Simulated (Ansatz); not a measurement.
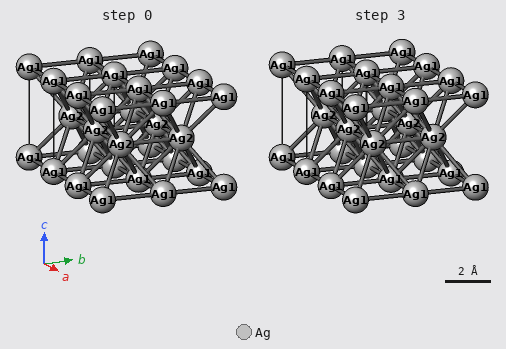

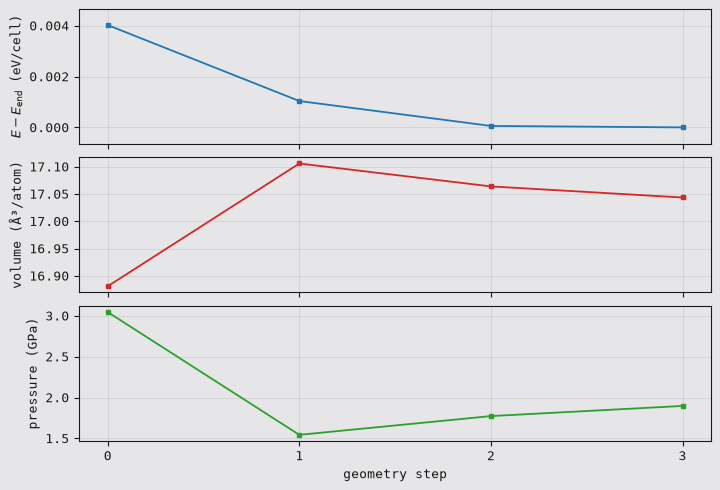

First and last geometry of a relaxation of solid Ag (set up in Immm), with the history of the run. The picture is a ball-and-stick view of the cell of the calculation, repeated 3 × 2 × 1 with one cell outlined, seen slightly off an axis.

Case: uniaxial strain along a of -4.5 %; b, c and atoms relaxed.

The calculation used DFT r2SCAN, scalar-relativistic, plane waves, PAW in Ansatz. (plane-wave cutoff 500 eV; k-point mesh 18 × 18 × 12; occupations gaussian; smearing width 0.1 eV; no spin polarisation; cell relaxed at fixed a, angles; force threshold 0.008 eV/Å; at most 40 steps)

> Did the run converge, and what did it change?

The run was cut off at its time limit before the relaxation converged, so the last structure is only a point on the way. Over 3 geometry steps the energy falls by 4.0 meV per cell of the calculation. All forces vanish by symmetry, so only the cell relaxes. Pressure: 3.04 GPa at the start and 1.90 GPa at the end. No atom moves by more than 0.005 Å relative to the cell. Cell: a unchanged at 2.772 Å, b 2.935 → 2.898 Å (−1.3 %), c 4.151 → 4.244 Å (+2.2 %). Volume +1.0 %. Some distances before and after: Ag1–Ag1 2.935 → 2.898 Å, Ag1–Ag2 2.895 → 2.919 Å. The space group stays Immm (No. 71).
